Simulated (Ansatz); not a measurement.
# Cu/BN/Cu: predicting the conductance of a thicker barrier

Set-up. Ansatz 0.2.0, plane waves with PAW datasets, PBE. Interfaces are relaxed in a short slab (with D3(BJ) where the barrier is layered), set between ideal electrode layers that go on as semi-infinite leads, and the zero-bias conductance G at 300 K comes from T(E) on a typed mesh. The error is the largest of the program's estimates from energy step, mesh, the leads' potential steps and neutrality; its separate bound for narrow resonances between the energies solved isn't counted and can be far larger. The lower electrode is Cu (fcc 001), the upper Cu (fcc 001) and the barrier BN (zinc blende 001), on a net of side 2.567 Å; d is the distance between the electrodes' last planes.

Runs in hand:

| planes in the barrier | d (Å) | G (S/m²) | error (%) | lead step (meV) |
| --- | --- | --- | --- | --- |
| 7 | 8.49 | 3.32e12 | 12 | 10 |
| 11 | 12.11 | 6.79e10 | 12 | 10 |
| 13 | 13.92 | 1.10e10 | 14 | 10 |
| 15 | 15.74 | 1.54e9 | 14 | 10 |
| 19 | 19.36 | 4.04e7 | 14 | 10 |
| 23 | 22.98 | 1.19e6 | 22 | 10 |

**Question.** A further run has 25 planes, d = 24.79 Å. Fit G ∝ exp(−βd) to the rows shown and predict its conductance.

**Worked fit.** Take y = ln G: 28.83, 24.94, 23.12, 21.16, 17.52 and 13.99. The means are d = 15.43 Å and y = 21.59; Σ(Δd Δy) = −137.22 and Σ(Δd)² = 134.01, so the slope is −1.024 Å⁻¹ (β = 1.024 Å⁻¹). At d = 24.79 Å, y = 21.59 − 1.024 × 9.36 = 12.01, or G = 1.65e5 S/m².

What the calculation gave: The run gave 1.94e5 S/m², with an error estimate of 21 % and a lead step of 10 meV. The prediction is 0.849 times that, too low by 15 %. That lies within the runs' own error estimates, carried through the fit.

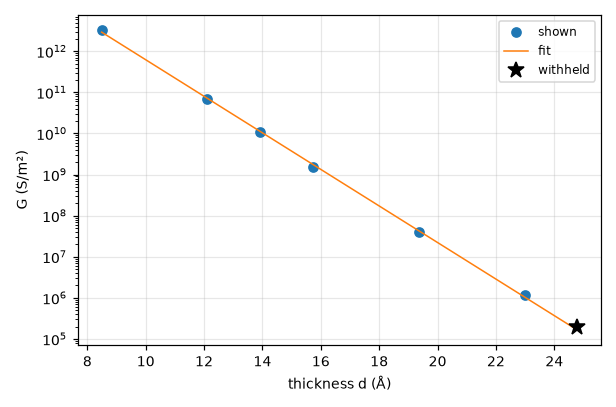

Fit and withheld run.

Caveats: The interfaces are ideal, one cell wide, strained to a common net and relaxed from one registry with their symmetry kept. PBE's gaps are too small, so true decay constants are likely larger where the Fermi level lies deep in a gap. No spin-orbit coupling, phonons, disorder or image charges enter. The rows shown are chosen by tests on error estimates (under 100 to 120 %), lead steps (under 150 meV, though the program warns over 25), intact interfaces and, for fits, a steady trend in the rows shown; the data set holds 414 series of this kind, and not all pass.
